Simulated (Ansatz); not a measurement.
# Geometry relaxation of Ni₈H (part 3 of 3)

Continued. System: Ni₈H (slab, 9 atoms in the cell). Method: DFT PBE+D3(BJ), scalar-relativistic, plane waves, PAW, spin-polarised (Ansatz 0.2.0); cutoff 420 eV, 7×13×1 k-mesh, Gaussian smearing of 0.1 eV, collinear spins. The structure derives from an entry of the Crystallography Open Database. The input holds or restrains some coordinates. Forces given for the steps count only the free coordinates.

Geometry of the input (Å; fractional positions):
```
4.9189  0.0000  0.0000
-1.2297  2.1299  0.0000
0.0000  0.0000  25.0244
Ni 0.3333  0.3333  0.3397
Ni 0.8333  0.3333  0.3397
Ni 0.6667  0.6667  0.4199
Ni 0.1667  0.6667  0.4199
Ni 0.0000  0.0000  0.5002
Ni 0.5000  0.0000  0.5002
Ni 0.3333  0.3333  0.5804
Ni 0.8333  0.3333  0.5804
H  0.3333  0.8333  0.6188
```

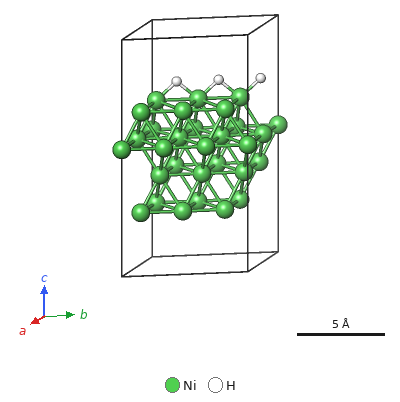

The geometry at step 6 of the log (ball-and-stick view of the 1 × 3 repeat of the cell, with the vacuum cut short, seen slightly off an axis).

Output, continued
```
  k-point 45 ↓: bands = ["-100.1445", "-100.1358", "-100.1304", "-100.1153", "-100.0949", "-99.9200", "-99.8628", "-99.8506", "-60.6331", "-60.6174", "-60.6053", "-60.5997", "-60.5840", "-60.5430", "-60.5238", "-60.4967", "-60.4902", "-60.4822", "-60.4670", "-60.4619", "-60.4537", "-60.4404", "-60.4301", "-60.3642", "-60.3245", "-60.3019", "-60.2867", "-60.2640", "-60.2399", "-60.1615", "-60.1536", "-60.1446", "-5.2188", "-4.4570", "-3.1133", "-2.8082", "-2.0111", "-1.5153", "-1.1597", "-0.7251", "-0.5588", "-0.2540", "0.0180", "0.1686", "0.2874", "0.3975", "0.4453", "0.5850", "0.7254", "0.8768", "0.9037", "1.0090", "1.0570", "1.1762", "1.2438", "1.3053", "1.3158", "1.4094", "1.4394", "1.5844", "1.6264", "1.7098", "1.7809", "1.8759", "2.0303", "2.1013", "2.1570", "2.2655", "2.3158", "2.4235", "2.5118", "2.5963", "2.7105", "2.7980", "2.8294", "2.8780", "2.9205", "3.5936", "4.0003", "5.2800", "5.8336", "8.0821", "8.5166", "8.7318", "9.5020", "9.9656", "10.5373", "11.1293", "11.3799", "11.4634", "11.8663", "12.0477"]
--- Relaxed structure (11 steps of the walk, 11 accepted, 0 SCFs on fresh bases) ---
  F+E_penalty+E_count = -46734.55497263 eV   max|allowed force component| = 1.931e-2 eV/Å
  atoms:
    - { symbol: Ni, position: [0.33333333330000003, 0.3333333333, 0.3396685506000001] }
    - { symbol: Ni, position: [0.8333333333000001, 0.33333333330000003, 0.3396685506000001] }
    - { symbol: Ni, position: [0.6666666667, 0.6666666667, 0.4199155129000001] }
    - { symbol: Ni, position: [0.16666666670000002, 0.6666666667, 0.4199155129000001] }
    - { symbol: Ni, position: [0.0003451999948702375, 0.0005878567323790462, 0.49970407354051743] }
    - { symbol: Ni, position: [0.5002662727534619, 0.0006915174757343642, 0.5004950628732575] }
    - { symbol: Ni, position: [0.3366537633693285, 0.33785116473090787, 0.5819302264246076] }
    - { symbol: Ni, position: [0.8327945319185444, 0.3338941852854288, 0.5805233746393003] }
    - { symbol: H, position: [0.17510325891671666, 0.6762818222324906, 0.6176432610490068] }
--- Löwdin populations: 9 sites ---
  site symbol       q [e]    m [muB]
     0     Ni     17.8053     0.6963
     1     Ni     17.8028     0.7109
     2     Ni     17.7618     0.7066
     3     Ni     17.7625     0.6982
     4     Ni     17.7597     0.7088
     5     Ni     17.7689     0.6222
     6     Ni     17.6960     0.3267
     7     Ni     17.7350     0.5101
     8      H      1.2097    -0.0055
  spilling = 0.011713 (of n_electrons = 145.000000)
```

Trajectory as extended XYZ (Å, eV, eV/Å), 11 frames, from step=1 to step=11
```
9
Lattice="4.9189 0.0000 0.0000 -1.2297 2.1299 0.0000 0.0000 0.0000 25.0244" Properties=species:S:1:pos:R:3:forces:R:3 step=1 energy=-46734.41891
Ni    1.2297    0.7100    8.5000    0.0067   0.0014   0.0188
Ni    3.6892    0.7100    8.5000   -0.0006  -0.0003   0.0044
Ni    2.4594    1.4200   10.5081   -0.0205  -0.0122  -0.1230
Ni    0.0000    1.4200   10.5081    0.0123   0.0075   0.0860
Ni    0.0000    0.0000   12.5163   -0.0688  -0.0432  -0.1412
Ni    2.4594    0.0000   12.5163    0.0735   0.0425  -0.1307
Ni    1.2297    0.7100   14.5244    0.0242   0.0206  -0.3225
Ni    3.6892    0.7100   14.5244   -0.0209  -0.0123  -0.0066
H     0.6149    1.7750   15.4844   -0.0058  -0.0040   0.6141
9
Lattice="4.9189 0.0000 0.0000 -1.2297 2.1299 0.0000 0.0000 0.0000 25.0244" Properties=species:S:1:pos:R:3:forces:R:3 step=2 energy=-46734.43999
Ni    1.2297    0.7100    8.5000    0.0075   0.0018   0.0183
Ni    3.6892    0.7100    8.5000   -0.0016  -0.0007   0.0048
Ni    2.4594    1.4200   10.5081   -0.0228  -0.0131  -0.1208
Ni    0.0000    1.4200   10.5081    0.0153   0.0094   0.0900
Ni   -0.0004   -0.0001   12.5154   -0.0386  -0.0253  -0.0842
Ni    2.4603    0.0008   12.5175    0.0400   0.0234  -0.0608
Ni    1.2300    0.7110   14.5408    0.0211   0.0173  -0.1560
Ni    3.6889    0.7104   14.5271   -0.0133  -0.0076  -0.0119
H     0.6131    1.7748   15.5377   -0.0076  -0.0051   0.3209
9
Lattice="4.9189 0.0000 0.0000 -1.2297 2.1299 0.0000 0.0000 0.0000 25.0244" Properties=species:S:1:pos:R:3:forces:R:3 step=3 energy=-46734.44873
Ni    1.2297    0.7100    8.5000    0.0087   0.0025   0.0176
Ni    3.6892    0.7100    8.5000   -0.0030  -0.0014   0.0048
Ni    2.4594    1.4200   10.5081   -0.0282  -0.0153  -0.1150
Ni    0.0000    1.4200   10.5081    0.0219   0.0134   0.0929
Ni   -0.0007   -0.0001   12.5133   -0.0011  -0.0021  -0.0115
Ni    2.4614    0.0020   12.5203   -0.0004  -0.0001   0.0083
Ni    1.2312    0.7135   14.5625    0.0114   0.0085   0.0228
Ni    3.6892    0.7118   14.5287    0.0022   0.0017  -0.0111
H     0.6073    1.7731   15.6024   -0.0116  -0.0072  -0.0084
9
Lattice="4.9189 0.0000 0.0000 -1.2297 2.1299 0.0000 0.0000 0.0000 25.0244" Properties=species:S:1:pos:R:3:forces:R:3 step=4 energy=-46734.44873
Ni    1.2297    0.7100    8.5000    0.0087   0.0025   0.0176
Ni    3.6892    0.7100    8.5000   -0.0030  -0.0014   0.0047
Ni    2.4594    1.4200   10.5081   -0.0281  -0.0153  -0.1150
Ni    0.0000    1.4200   10.5081    0.0219   0.0134   0.0928
Ni   -0.0007   -0.0001   12.5133   -0.0012  -0.0021  -0.0115
Ni    2.4614    0.0020   12.5203   -0.0004   0.0000   0.0083
Ni    1.2312    0.7135   14.5625    0.0114   0.0085   0.0228
Ni    3.6892    0.7118   14.5287    0.0022   0.0017  -0.0113
H     0.6073    1.7731   15.6024   -0.0116  -0.0072  -0.0084
9
Lattice="4.9189 0.0000 0.0000 -1.2297 2.1299 0.0000 0.0000 0.0000 25.0244" Properties=species:S:1:pos:R:3:forces:R:3 step=5 energy=-46734.44889
Ni    1.2297    0.7100    8.5000    0.0090   0.0026   0.0177
Ni    3.6892    0.7100    8.5000   -0.0032  -0.0015   0.0047
Ni    2.4594    1.4200   10.5081   -0.0297  -0.0160  -0.1134
Ni    0.0000    1.4200   10.5081    0.0239   0.0146   0.0911
Ni   -0.0004    0.0001   12.5125    0.0010  -0.0002  -0.0046
Ni    2.4615    0.0022   12.5211   -0.0017  -0.0009   0.0074
Ni    1.2318    0.7143   14.5646    0.0122   0.0080   0.0100
Ni    3.6900    0.7126   14.5276    0.0042   0.0028  -0.0067
H     0.6019    1.7703   15.6040   -0.0157  -0.0093  -0.0061
9
Lattice="4.9189 0.0000 0.0000 -1.2297 2.1299 0.0000 0.0000 0.0000 25.0244" Properties=species:S:1:pos:R:3:forces:R:3 step=6 energy=-46734.45731
Ni    1.2297    0.7100    8.5000    0.0145   0.0063   0.0185
Ni    3.6892    0.7100    8.5000   -0.0090  -0.0046   0.0030
Ni    2.4594    1.4200   10.5081   -0.0647  -0.0316  -0.0700
Ni    0.0000    1.4200   10.5081    0.0771   0.0452   0.0342
Ni    0.0075    0.0051   12.4923    0.0335   0.0352   0.1344
Ni    2.4645    0.0074   12.5412   -0.0335  -0.0220  -0.0216
Ni    1.2487    0.7358   14.6139    0.0475   0.0045  -0.1715
Ni    3.7116    0.7342   14.5005    0.0486   0.0267   0.1485
H     0.4312    1.6817   15.6368   -0.1140  -0.0598  -0.0755
9
Lattice="4.9189 0.0000 0.0000 -1.2297 2.1299 0.0000 0.0000 0.0000 25.0244" Properties=species:S:1:pos:R:3:forces:R:3 step=7 energy=-46734.47920
Ni    1.2297    0.7100    8.5000    0.0161   0.0077   0.0190
Ni    3.6892    0.7100    8.5000   -0.0120  -0.0061   0.0025
Ni    2.4594    1.4200   10.5081   -0.0831  -0.0390  -0.0197
Ni    0.0000    1.4200   10.5081    0.1123   0.0658  -0.0194
Ni    0.0148    0.0099   12.4795    0.0344   0.0482   0.1928
Ni    2.4676    0.0117   12.5563   -0.0504  -0.0341  -0.0671
Ni    1.2638    0.7527   14.6435    0.0613  -0.0020  -0.2064
Ni    3.7305    0.7518   14.4829    0.0618   0.0324   0.3108
H     0.2591    1.5893   15.6266   -0.1402  -0.0727  -0.2119
9
Lattice="4.9189 0.0000 0.0000 -1.2297 2.1299 0.0000 0.0000 0.0000 25.0244" Properties=species:S:1:pos:R:3:forces:R:3 step=8 energy=-46734.53335
Ni    1.2297    0.7100    8.5000    0.0127   0.0057   0.0203
Ni    3.6892    0.7100    8.5000   -0.0094  -0.0046   0.0035
Ni    2.4594    1.4200   10.5081   -0.0569  -0.0243   0.0103
Ni    0.0000    1.4200   10.5081    0.0876   0.0536  -0.0059
Ni    0.0151    0.0113   12.4898    0.0171   0.0278   0.1209
Ni    2.4694    0.0123   12.5502   -0.0251  -0.0182  -0.0617
Ni    1.2670    0.7505   14.6169    0.0482   0.0045  -0.1090
Ni    3.7281    0.7489   14.5031    0.0068  -0.0018   0.2215
H     0.1088    1.4994   15.5453   -0.0810  -0.0427  -0.1990
9
Lattice="4.9189 0.0000 0.0000 -1.2297 2.1299 0.0000 0.0000 0.0000 25.0244" Properties=species:S:1:pos:R:3:forces:R:3 step=9 energy=-46734.55011
Ni    1.2297    0.7100    8.5000    0.0050   0.0011   0.0185
Ni    3.6892    0.7100    8.5000   -0.0029  -0.0011   0.0031
Ni    2.4594    1.4200   10.5081   -0.0145  -0.0067  -0.0573
Ni    0.0000    1.4200   10.5081    0.0192   0.0110  -0.0039
Ni    0.0022    0.0021   12.5059   -0.0014  -0.0005  -0.0051
Ni    2.4645    0.0042   12.5178    0.0011   0.0007  -0.0001
Ni    1.2523    0.7266   14.5418   -0.0065   0.0002   0.0633
Ni    3.6917    0.7157   14.5387   -0.0895  -0.0556  -0.1361
H     0.0111    1.4297   15.4152    0.0894   0.0507   0.1181
9
Lattice="4.9189 0.0000 0.0000 -1.2297 2.1299 0.0000 0.0000 0.0000 25.0244" Properties=species:S:1:pos:R:3:forces:R:3 step=10 energy=-46734.55497
Ni    1.2297    0.7100    8.5000    0.0069   0.0020   0.0201
Ni    3.6892    0.7100    8.5000   -0.0047  -0.0021   0.0034
Ni    2.4594    1.4200   10.5081   -0.0267  -0.0138  -0.0387
Ni    0.0000    1.4200   10.5081    0.0248   0.0143   0.0056
Ni    0.0010    0.0013   12.5048   -0.0075  -0.0052  -0.0019
Ni    2.4599    0.0015   12.5246    0.0012   0.0011   0.0014
Ni    1.2405    0.7196   14.5625    0.0193   0.0132   0.0098
Ni    3.6858    0.7112   14.5272   -0.0104  -0.0061   0.0094
H     0.0297    1.4404   15.4561   -0.0030  -0.0035  -0.0089
9
Lattice="4.9189 0.0000 0.0000 -1.2297 2.1299 0.0000 0.0000 0.0000 25.0244" Properties=species:S:1:pos:R:3:forces:R:3 step=11 energy=-46734.55497
Ni    1.2297    0.7100    8.5000    0.0069   0.0020   0.0200
Ni    3.6892    0.7100    8.5000   -0.0047  -0.0021   0.0033
Ni    2.4594    1.4200   10.5081   -0.0267  -0.0138  -0.0386
Ni    0.0000    1.4200   10.5081    0.0248   0.0143   0.0057
Ni    0.0010    0.0013   12.5048   -0.0075  -0.0052  -0.0019
Ni    2.4599    0.0015   12.5246    0.0012   0.0011   0.0013
Ni    1.2405    0.7196   14.5625    0.0193   0.0132   0.0098
Ni    3.6858    0.7112   14.5272   -0.0104  -0.0060   0.0094
H     0.0297    1.4404   15.4561   -0.0030  -0.0035  -0.0089
```

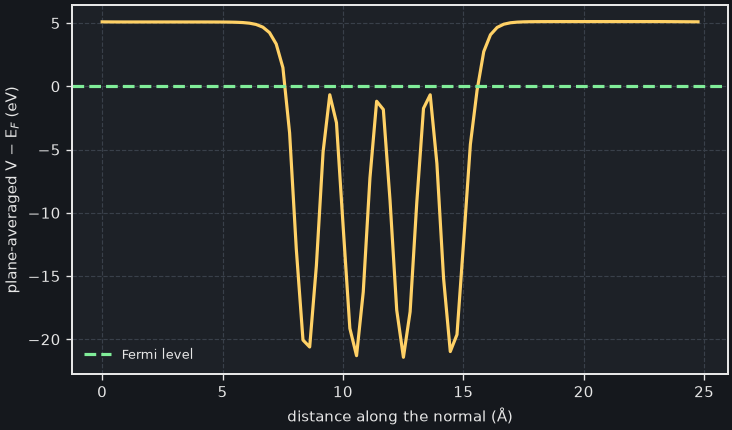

Plane average of the electrostatic potential energy of an electron across the cell, from the Fermi level. The vacuum level lies 5.12 eV above the Fermi level on the upper side and 5.09 eV on the lower.

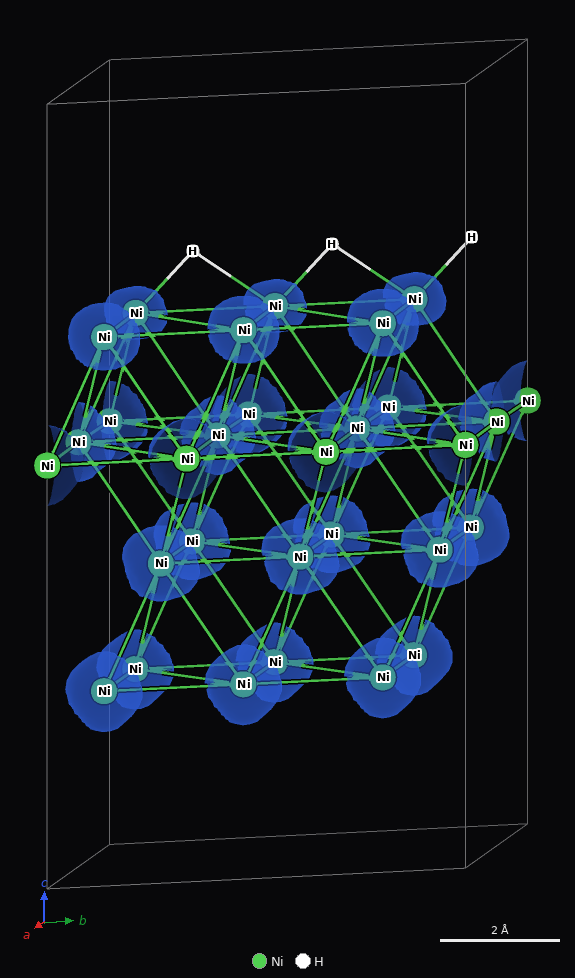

Isosurfaces of the spin density (up minus down) at +0.15 (blue) and −0.15 e/Å³ (red), seen slightly off an axis. Sticks mark near contacts. The cell of the calculation (9 atoms) carries 4.8 μB net. Only one sign reaches the isovalue. In a PAW calculation such maps are meaningful between the atoms, not at the nuclei.

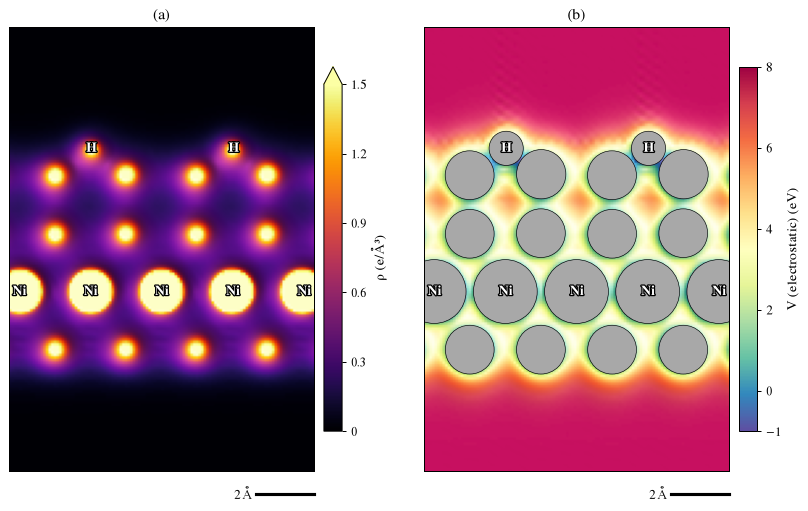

(a) valence pseudo-density; (b) electrostatic potential energy of an electron on the (010) plane of the calculation cell, a cut from vacuum to vacuum. Grey discs, where drawn, cover atomic cores. The section cuts through Ni and H sites. Ni–Ni (2.46 Å): ρ is about 0.35 e/Å³ halfway. The density dies away to nearly zero in the vacuum.

Key numbers

| quantity | value |
| --- | --- |
| outcome | converged under the restraints of the input |
| electrons treated | 145 |
| free energy | −46734.5550 eV |
| work function, top face | 5.12 eV |
| work function, bottom face | 5.09 eV |
| Fermi energy | 2.735 eV |
| gap on the k-point mesh | none (metallic) |
| net moment of the cell | 4.75 μB |
| integrated absolute moment | 5.45 μB |
| final volume | 262.18 Å³ |
| work function (upper face) | 5.12 eV |
| largest force (length of the vector) at the end, held atoms and coordinates included | 0.049 eV/Å |
| wall time | 32 min (CPU time 2.1 h) |
| peak memory | 2.1 GiB |

Notes

Warnings of the run: the k-point mesh lowers the symmetry that the run can use; the exchange-correlation potential is rough where the density is thin.
